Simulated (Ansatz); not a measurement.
**What a change does: geometry relaxation on SiC**

System: SiC (F-43m, 2 atoms in the cell).
Method of run A: Kohn-Sham DFT of a periodic cell, PBEsol with D3(BJ), Ansatz PAW, no spin polarisation (Ansatz 0.2.0).

The structure derives from an entry of the Crystallography Open Database. Text and figures count atoms from 1; the logs count them from 0 in places.

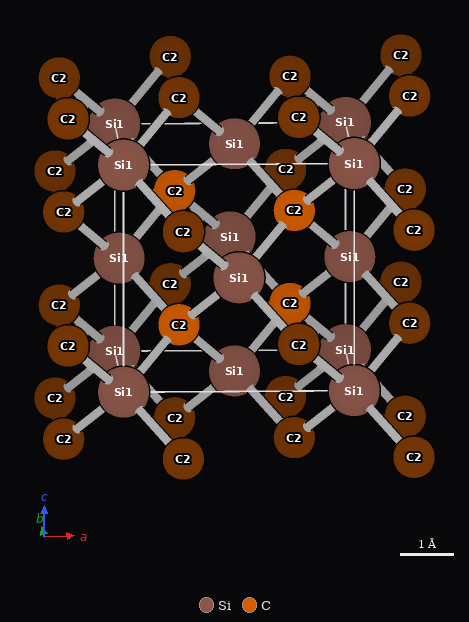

Figure 1. The structure as given in the input (ball-and-stick view of the cell 4 times as large as that of the calculation, set on its symmetry axes, seen at an oblique angle; neighbours outside the cell are drawn fainter; atoms are numbered from 1 in the order of the input). Near neighbours in the crystal (not all of them lie inside the picture): Si has 4 C at 1.89 Å; C has 4 Si at 1.89 Å.

The input, run A:
```yaml
crystal:
  lattice:
    - [0.0, 2.179, 2.179]
    - [2.179, 0.0, 2.179]
    - [2.179, 2.179, 0.0]
  atoms:
    - { symbol: Si, position: [0.0, 0.0, 0.0] }
    - { symbol: C, position: [0.75, 0.75, 0.75] }
hamiltonian:
  xc: pbesol
  pseudopotentials: { kind: paw }
  dispersion: d3bj
kpoints:
  mp_grid: { grid: [10, 10, 10] }
scf:
  occupations: { method: fermi_dirac, width: 0.05 }
output:
  forces: true
  stress: true
relax:
  f_tol: 0.01
  max_steps: 40
  cell: { stress_tol: 0.05 }
```

Launched with:
```bash
ansatz run input.yaml --threads 2 --pin off --max-ram 5120MiB --backend cpu --events-out ev --progress --plain --runs-dir out
```

Hardware: 2 threads of Intel Xeon @ 2.60GHz (Ice Lake), 24 GiB of memory available, shared host.

Output, shortened to warnings, some set-up lines, iterations and results (run A):
```
Basis set: ecut = 420 eV, 411 PW (Γ), exchange–correlation on 48×48×48 points (8 copies of the dense FFT grid, shifted against one another)
Symmetry: 24 space group operations
k-points: 47 of 1000 (time reversal used)
Initial density: superposition of atomic densities (neutral atoms: chi_scale 0, normalization atom), corrected by the library's trained network
[...]
SCF iter   1: F=—  HF=-869.194569 eV  |F-HF|=—  |Δ(HF+E_count)|=         —  Δρ=8.22e-3  dr2=1.69e-2  ethr=1.77e-3  ⟨swp⟩=5.6  Hψ=3061  notcnv=0
SCF iter   2: F=—  HF=-869.189947 eV  |F-HF|=—  |Δ(HF+E_count)|=   4.62e-3  Δρ=2.40e-3  dr2=9.78e-4  ethr=2.11e-4  ⟨swp⟩=2.6  Hψ=1012  notcnv=0
SCF iter   3: F=—  HF=-869.189675 eV  |F-HF|=—  |Δ(HF+E_count)|=   2.73e-4  Δρ=7.37e-4  dr2=7.18e-5  ethr=1.22e-5  ⟨swp⟩=2.7  Hψ=555  notcnv=0
SCF iter   4: F=—  HF=-869.189677 eV  |F-HF|=—  |Δ(HF+E_count)|=   1.88e-6  Δρ=1.01e-4  dr2=9.30e-7  ethr=8.98e-7  ⟨swp⟩=2.0  Hψ=563  notcnv=0
SCF iter   5: F=-869.189677 eV  HF=-869.189677 eV  |F-HF|=5.11e-9  |Δ(HF+E_count)|=   6.50e-7  Δρ=7.66e-6  dr2=1.03e-8  ethr=1.16e-8  ⟨swp⟩=2.1  Hψ=538  notcnv=0
[... 17 lines ...]
SCF iter   3: F=—  HF=-869.194342 eV  |F-HF|=—  |Δ(HF+E_count)|=   5.86e-8  Δρ=9.21e-6  dr2=9.54e-9  ethr=6.32e-10  ⟨swp⟩=2.0  Hψ=565  notcnv=0
SCF iter   4: F=—  HF=-869.194342 eV  |F-HF|=—  |Δ(HF+E_count)|=  5.01e-10  Δρ=8.05e-7  dr2=3.28e-11  ethr=1.19e-10  ⟨swp⟩=2.6  Hψ=552  notcnv=0
SCF iter   5: F=-869.194342 eV  HF=-869.194342 eV  |F-HF|=2.27e-13  |Δ(HF+E_count)|=  5.47e-11  Δρ=7.19e-8  dr2=8.15e-13  ethr=1.00e-12  ⟨swp⟩=5.0  Hψ=1313  notcnv=0
SCF 4 converged in 5 iterations: F = -869.194342 eV  dr2 = 8.15e-13
relax step   4: F+E_penalty+E_count = -869.19434164 eV  Δ(F+E_penalty+E_count) = +6.197e-4 eV  max|allowed force component| = 2.498e-16 eV/Å  Δτ_max = 0.0000 Å  P = -0.009 …
basis re-selected at this cell: Δ(F+E_penalty+E_count) = +6.197e-4 eV, ΔP = -0.057 GPa vs the last step (what re-selecting the basis moved, of the pressure what is left beyond the Pulay correction that the steps carried, after the strain that the cell walked since its last selection, with what the …
SCF converged after 5 iterations
Free energy (F): -869.194342 eV
Harris-Foulkes:  -869.194342 eV  (|F-HF|=2.27e-13)
Internal energy: -869.194342 eV  (E = F + TS)
E sigma→0 (E₀):  -869.194342 eV
Entropy (-TS):   -0.000000 eV (-0.000 meV/atom)
Fermi energy:    10.279906 eV
--- Per-component energies (eV) ---
  E_band       = 29.518638
  E_kinetic    = 136.239159
  E_local      = -102.711292  (includes V_loc(G=0)·N_el)
  E_nonlocal   = 52.220831
  E_hartree    = 31.363589
  E_xc         = -104.941194
  E_vxc        = -109.559203  (∫ρ·V_xc dr)
  E_paw        = -594.428926  (= ΣΔE_a)
  E_vpaw       = -9.398044  (= ΣTr[D̂ρ^β])
  E_aug_tail   = 0.000015  (compensation charges beyond the density's cutoff)
  E_ewald      = -286.496615
  E_disp       = -0.492569  (pairwise vdW)
  E_core_change = 0.052661  (= ΣΔE_core)
  E_smearing   = -0.000000  (= −TS)
  E_closure    = 0.000000  (closes the sum)
  Σ components = -869.194342   (vs F -869.194342, Δ=0.00e0)
--- Forces (eV/Å), atoms counted from 1 ---
  atom   1  Si    -0.00000000     0.00000000     0.00000000
  atom   2  C      0.00000000    -0.00000000    -0.00000000
  max |Σ_I F_I| component: 2.31e-17 eV/Å
--- Stress (GPa, compression-positive) ---
       -0.009007      -0.000000      -0.000000
       -0.000000      -0.009007       0.000000
       -0.000000       0.000000      -0.009007
  P = ⅓ Tr σ = -0.0090 GPa (-0.090 kbar)
--- Relaxed structure (3 steps of the walk, 3 accepted, 1 SCFs on fresh bases) ---
  F+E_penalty+E_count = -869.19434164 eV   max|allowed force component| = 2.498e-16 eV/Å   (the final SCF, on the basis selected at the relaxed cell)
  cell:  # Å, volume = 20.3231 Å³
    - [-1.2786199195047372e-33, 2.165972733841837, 2.165972733841837]
    - [2.165972733841837, -4.58583482960603e-34, 2.165972733841837]
    - [2.165972733841837, 2.165972733841837, -7.181289958862224e-34]
  atoms:
    - { symbol: Si, position: [1.252134352707014e-34, -1.694064124250666e-34, -1.8413740480985503e-34] }
    - { symbol: C, position: [0.75, 0.75, 0.75] }
```

The input of run B differs as follows (lines with − go, lines with + come):
```diff
-  xc: pbesol
+  xc: lda
-  dispersion: d3bj
```

Predict how the results change.

The total energies belong to different models, so their difference says nothing on which is more stable or more accurate. The volume per atom goes from 10.16 to 10.14 Å³. The functional changes from PBEsol to LDA. The SCF takes 28 iterations over all geometry steps against 19.

Output, shortened to warnings, some set-up lines, iterations and results (run B):
```
Basis set: ecut = 420 eV, 411 PW (Γ)
Symmetry: 24 space group operations
k-points: 47 of 1000 (time reversal used)
Initial density: superposition of atomic densities (neutral atoms: chi_scale 0, normalization atom), corrected by the library's trained network
[...]
SCF iter   1: F=—  HF=-852.198663 eV  |F-HF|=—  |Δ(HF+E_count)|=         —  Δρ=7.66e-3  dr2=1.27e-2  ethr=1.77e-3  ⟨swp⟩=5.6  Hψ=3098  notcnv=0
SCF iter   2: F=—  HF=-852.195225 eV  |F-HF|=—  |Δ(HF+E_count)|=   3.44e-3  Δρ=3.56e-3  dr2=1.31e-3  ethr=1.58e-4  ⟨swp⟩=2.3  Hψ=970  notcnv=0
SCF iter   3: F=—  HF=-852.194873 eV  |F-HF|=—  |Δ(HF+E_count)|=   3.53e-4  Δρ=1.48e-3  dr2=1.79e-4  ethr=1.63e-5  ⟨swp⟩=2.5  Hψ=540  notcnv=0
SCF iter   4: F=—  HF=-852.194829 eV  |F-HF|=—  |Δ(HF+E_count)|=   4.31e-5  Δρ=2.42e-4  dr2=5.27e-6  ethr=2.24e-6  ⟨swp⟩=1.0  Hψ=376  notcnv=0
SCF iter   5: F=—  HF=-852.194827 eV  |F-HF|=—  |Δ(HF+E_count)|=   2.06e-6  Δρ=1.16e-5  dr2=1.16e-8  ethr=6.58e-8  ⟨swp⟩=1.8  Hψ=489  notcnv=0
[... 32 lines ...]
SCF iter   1: F=—  HF=-852.200551 eV  |F-HF|=—  |Δ(HF+E_count)|=         —  Δρ=6.16e-6  dr2=6.83e-9  ethr=1.33e-7  ⟨swp⟩=3.0  Hψ=4119  notcnv=0
SCF iter   2: F=—  HF=-852.200550 eV  |F-HF|=—  |Δ(HF+E_count)|=   7.90e-7  Δρ=2.77e-6  dr2=1.16e-9  ethr=8.53e-11  ⟨swp⟩=2.3  Hψ=547  notcnv=0
SCF iter   3: F=-852.200550 eV  HF=-852.200550 eV  |F-HF|=1.36e-12  |Δ(HF+E_count)|=  4.26e-10  Δρ=2.35e-7  dr2=7.47e-12  ethr=1.00e-12  ⟨swp⟩=4.0  Hψ=1681  notcnv=0
SCF 7 converged in 3 iterations: F = -852.200550 eV  dr2 = 7.47e-12
relax step   7: F+E_penalty+E_count = -852.20055029 eV  Δ(F+E_penalty+E_count) = -6.814e-10 eV  max|allowed force component| = 1.665e-16 eV/Å  Δτ_max = 0.0000 Å  P = +0.000 …
basis re-selected at this cell: Δ(F+E_penalty+E_count) = -6.814e-10 eV, ΔP = +0.000 GPa vs the last step (what re-selecting the basis moved, of the pressure what is left beyond the Pulay correction that the steps carried, after the strain that the cell walked since its last selection, with what the …
SCF converged after 3 iterations
Free energy (F): -852.200550 eV
Harris-Foulkes:  -852.200550 eV  (|F-HF|=1.36e-12)
Internal energy: -852.200550 eV  (E = F + TS)
E sigma→0 (E₀):  -852.200550 eV
Entropy (-TS):   -0.000000 eV (-0.000 meV/atom)
Fermi energy:    10.167244 eV
--- Per-component energies (eV) ---
  E_band       = 28.654451
  E_kinetic    = 136.797730
  E_local      = -105.056445  (includes V_loc(G=0)·N_el)
  E_nonlocal   = 54.184326
  E_hartree    = 31.579019
  E_xc         = -105.073647
  E_vxc        = -109.834794  (∫ρ·V_xc dr)
  E_paw        = -578.085057  (= ΣΔE_a)
  E_vpaw       = -10.594401  (= ΣTr[D̂ρ^β])
  E_aug_tail   = 0.000016  (compensation charges beyond the density's cutoff)
  E_ewald      = -286.693655
  E_core_change = 0.147163  (= ΣΔE_core)
  E_smearing   = -0.000000  (= −TS)
  E_closure    = 0.000000  (closes the sum)
  Σ components = -852.200550   (vs F -852.200550, Δ=0.00e0)
--- Forces (eV/Å), atoms counted from 1 ---
  atom   1  Si    -0.00000000     0.00000000     0.00000000
  atom   2  C      0.00000000    -0.00000000    -0.00000000
  max |Σ_I F_I| component: 3.70e-17 eV/Å
--- Stress (GPa, compression-positive) ---
        0.000218      -0.000000       0.000000
       -0.000000       0.000218       0.000000
        0.000000       0.000000       0.000218
  P = ⅓ Tr σ = 0.0002 GPa (0.002 kbar)
--- Relaxed structure (5 steps of the walk, 5 accepted, 2 SCFs on fresh bases) ---
  F+E_penalty+E_count = -852.20055029 eV   max|allowed force component| = 1.665e-16 eV/Å   (the final SCF, on the basis selected at the relaxed cell)
  cell:  # Å, volume = 20.2812 Å³
    - [8.662132455922506e-34, 2.1644840968833683, 2.1644840968833683]
    - [2.1644840968833683, 3.961651755576321e-33, 2.1644840968833683]
    - [2.1644840968833683, 2.1644840968833683, 4.190943497056623e-33]
  atoms:
    - { symbol: Si, position: [5.809535121750927e-34, -4.778365654815738e-34, -5.238709166840377e-34] }
    - { symbol: C, position: [0.75, 0.75, 0.75] }
```

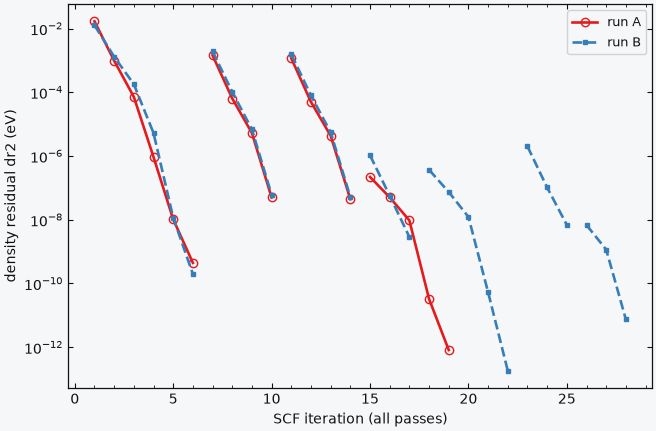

Figure 2. Convergence of the two runs: density residual dr2 against the SCF iteration. A break in a curve parts two SCF passes. Run A takes 19 iterations in all, and run B takes 28.

The two runs side by side:

```csv
quantity,run A,run B
outcome,converged,converged
free energy per atom (eV),−434.5972,−426.1003
pressure (GPa),−0.01,0.00
volume per atom (Å³),10.16,10.14
largest force (eV/Å),0.000,0.000
SCF iterations,19,28
irreducible k-points,47,47
wall time (shared host),2 s,3 s
```
